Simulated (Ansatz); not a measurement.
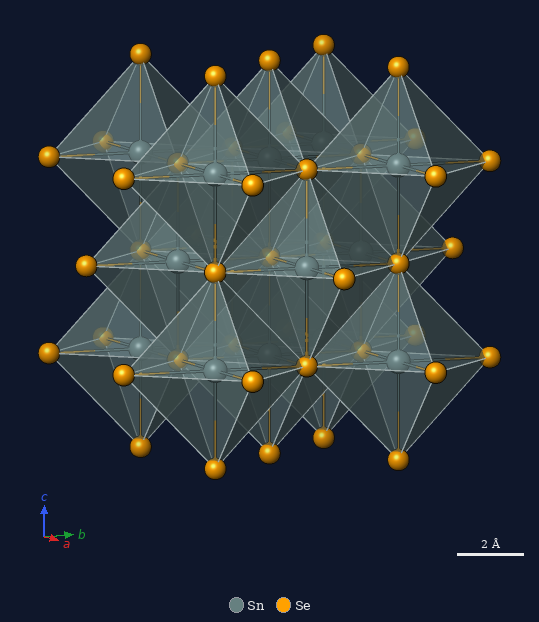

Figure 1. The structure (polyhedral view of the cell 4 times as large as that of the calculation, set on its symmetry axes, seen slightly off an axis; polyhedra are completed across the faces of the cell). An atom can appear more than once, as a periodic image.

**Single-point calculation of SnSe**

SnSe (Fm-3m, 2 atoms in the cell), computed with DFT PBE, scalar-relativistic, plane waves, PAW, no spin polarisation (Ansatz 0.2.0).

The structure derives from an entry of the Crystallography Open Database.

Log
```
Engine: ansatz 0.2.0, x86_64-unknown-linux-gnu
Pseudopotentials: kind: paw
Pseudopotential: Sn, paw, valence charge 14, recommended cutoff 420 eV (normal), Sn.paw.azcp
Pseudopotential: Se, paw, valence charge 16, recommended cutoff 420 eV (normal), Se.paw.azcp
Functional definition: PBE
  parameter kappa = 0.804
  parameter beta = 0.06672455060314922
  exchange = pbe_x(kappa = kappa, mu = beta*pi^2/3)
  correlation = pbe_c(beta = beta)
Crystal: 2 atoms, lattice volume = 54.542 Å³
Basis set: ecut = 420 eV, 1067 PW (Γ), exchange–correlation on 60×60×60 points (8 copies of the dense FFT grid, shifted against one another)
Bands: 19, of which v1, the nominal top of the filled ones, is band 15 counted from 1 (14 counted from 0)
Symmetry: 48 space group operations
Space group: Fm-3m (ITA 225), of the structure as read, at distance tolerance 3.8e-5 Å
k-points: 16 of 216
Non-local potential: Sn, projectors of the file, l = 0: 2, l = 1: 2, l = 2: 2, l = 3: 2
Non-local potential: Se, projectors of the file, l = 0: 2, l = 1: 2, l = 2: 3, l = 3: 1
PAW form: soft (Blöchl's): semilocal exchange-correlation on the pseudo side does not see the compensation charge
PAW one-centre angular grid: Sn, 590 points (default); XC on 64 Gauss nodes
PAW one-centre angular grid: Se, 590 points (default); XC on 64 Gauss nodes
Initial density: superposition of atomic densities (neutral atoms: chi_scale 0, normalization atom), corrected by the library's trained network
Initial wavefunctions: pseudopotential atomic-orbital guess
Functional: x = pbe(κ = 0.804, μ = 0.2195149727645171), c = pbe(β = 0.06672455060314922)
SCF iter   1: F=—  HF=-11494.178903 eV  |F-HF|=—  |Δ(HF+E_count)|=         —  Δρ=7.16e-4  dr2=3.14e-4  ethr=1.77e-3  ⟨swp⟩=5.6  Hψ=1430  notcnv=0
preconditioner: auto → none  [insulator: Δε(μ)=0.582 eV  Ē_g=17.410 eV  σ=0.100 eV  W_gap=1.00  n_scr=14 (ndim 8)  ℏωp=22.5 eV  f_vac=0.016  D(μ)=0.00/eV (n_scr^D=0)  ε∞_Penn≈2.7]
SCF iter   2: F=—  HF=-11494.177990 eV  |F-HF|=—  |Δ(HF+E_count)|=   9.13e-4  Δρ=3.13e-4  dr2=5.97e-5  ethr=1.05e-6  ⟨swp⟩=2.4  Hψ=684  notcnv=0
SCF iter   3: F=—  HF=-11494.177993 eV  |F-HF|=—  |Δ(HF+E_count)|=   3.12e-6  Δρ=1.52e-4  dr2=8.16e-6  ethr=1.99e-7  ⟨swp⟩=2.1  Hψ=461  notcnv=0
SCF iter   4: F=—  HF=-11494.178007 eV  |F-HF|=—  |Δ(HF+E_count)|=   1.37e-5  Δρ=6.07e-5  dr2=9.30e-7  ethr=2.72e-8  ⟨swp⟩=3.0  Hψ=544  notcnv=0
SCF iter   5: F=—  HF=-11494.178009 eV  |F-HF|=—  |Δ(HF+E_count)|=   2.05e-6  Δρ=2.41e-5  dr2=3.21e-7  ethr=3.10e-9  ⟨swp⟩=2.0  Hψ=544  notcnv=0
SCF iter   6: F=-11494.178009 eV  HF=-11494.178009 eV  |F-HF|=1.91e-10  |Δ(HF+E_count)|=   1.98e-7  Δρ=4.96e-6  dr2=1.08e-8  ethr=3.33e-10  ⟨swp⟩=3.4  Hψ=1239  notcnv=0
SCF 1 converged in 6 iterations: F = -11494.178009 eV  dr2 = 1.08e-8
  greatest PAW one-centre occupation: 1.000 electrons in one spin orbital (limit 2), on the Se atom at site 1 (counted from 0), in its partial waves of l = 2
SCF converged after 6 iterations
Free energy (F): -11494.178009 eV
Harris-Foulkes:  -11494.178009 eV  (|F-HF|=1.91e-10)
Internal energy: -11494.178009 eV  (E = F + TS)
E sigma→0 (E₀):  -11494.178009 eV
Entropy (-TS):   -0.000001 eV (-0.000 meV/atom)
Fermi energy:    9.358324 eV
--- Per-component energies (eV) ---
  E_band       = -476.914808
  E_kinetic    = 303.009731
  E_local      = -3323.392866  (includes V_loc(G=0)·N_el)
  E_nonlocal   = -628.477328
  E_hartree    = 1748.703148
  E_xc         = -487.502820
  E_vxc        = -194.730106  (∫ρ·V_xc dr)
  E_paw        = -6044.131314  (= ΣΔE_a)
  E_vpaw       = -130.727004  (= ΣTr[D̂ρ^β])
  E_aug_tail   = -0.000574  (compensation charges beyond the density's cutoff)
  E_ewald      = -3062.385987
  E_smearing   = -0.000001  (= −TS)
  E_closure    = -0.000000  (closes the sum)
  Σ components = -11494.178009   (vs F -11494.178009, Δ=0.00e0)
--- Forces (eV/Å), atoms counted from 1 ---
  atom   1  Sn    -0.00000000     0.00000000     0.00000000
  atom   2  Se     0.00000000    -0.00000000    -0.00000000
  max |Σ_I F_I| component: 1.36e-29 eV/Å
--- Stress (GPa, compression-positive) ---
        0.604031       0.000000       0.000000
       -0.000000       0.604031       0.000000
       -0.000000      -0.000000       0.604031
  P = ⅓ Tr σ = 0.6040 GPa (6.040 kbar)
--- Band table (eV; the first three rows and the last of 16) ---
  k-point 0: bands = ["-38.6251", "-38.6251", "-38.6235", "-38.6235", "-38.6235", "-12.5384", "-12.5384", "-12.5384", "-12.5363", "-12.5363", "-4.8059", "4.0030", "6.8753", "6.8753", "6.8753", "13.3930", "13.3930", "13.3930", "14.9457"]
  k-point 1: bands = ["-38.6251", "-38.6251", "-38.6235", "-38.6234", "-38.6234", "-12.5389", "-12.5389", "-12.5378", "-12.5347", "-12.5347", "-4.6163", "3.0772", "6.9112", "6.9112", "7.5895", "12.0757", "12.2745", "12.2745", "14.9588"]
  k-point 2: bands = ["-38.6251", "-38.6251", "-38.6234", "-38.6234", "-38.6234", "-12.5428", "-12.5428", "-12.5366", "-12.5284", "-12.5284", "-4.1632", "1.6781", "7.0277", "7.0277", "8.5065", "10.4986", "10.8919", "10.8919", "15.8338"]
  k-point 15: bands = ["-38.6251", "-38.6250", "-38.6235", "-38.6234", "-38.6233", "-12.5585", "-12.5391", "-12.5333", "-12.5271", "-12.5210", "-3.5825", "2.3362", "3.9619", "4.8440", "7.3096", "11.7071", "13.0841", "14.4514", "15.1839"]
```

The run was set up as follows.

Input file
```yaml
crystal:
  lattice:
    - [0.0, 3.01, 3.01]
    - [3.01, 0.0, 3.01]
    - [3.01, 3.01, 0.0]
  atoms:
    - { symbol: Sn, position: [0.0, 0.0, 0.0] }
    - { symbol: Se, position: [0.5, 0.5, 0.5] }
basis:
  ecutwfc: 420
kpoints:
  mp_grid: { grid: [6, 6, 6] }
hamiltonian:
  xc: pbe
scf:
  occupations: { method: gaussian, width: 0.1 }
output:
  forces: true
  stress: true
  eigenvalues: true
```

Launch command:
```bash
ansatz run input.yaml --threads 4 --pin off --max-ram 10240MiB --backend cpu --events-out ev --progress --plain --runs-dir out
```

Results in brief

- outcome: converged
- space group (tolerance 0.01 Å): Fm-3m (225)
- electrons treated: 30
- free energy: −11494.1780 eV
- Fermi energy: 9.358 eV
- gap on the k-point mesh: 0.58 eV
- pressure: 0.60 GPa
- largest force (length of the vector): under 0.001 eV/Å
- hardware: 4 threads of Intel Xeon @ 2.90GHz (Ice Lake), 32 GiB of memory available, shared host
- peak memory: 0.4 GiB
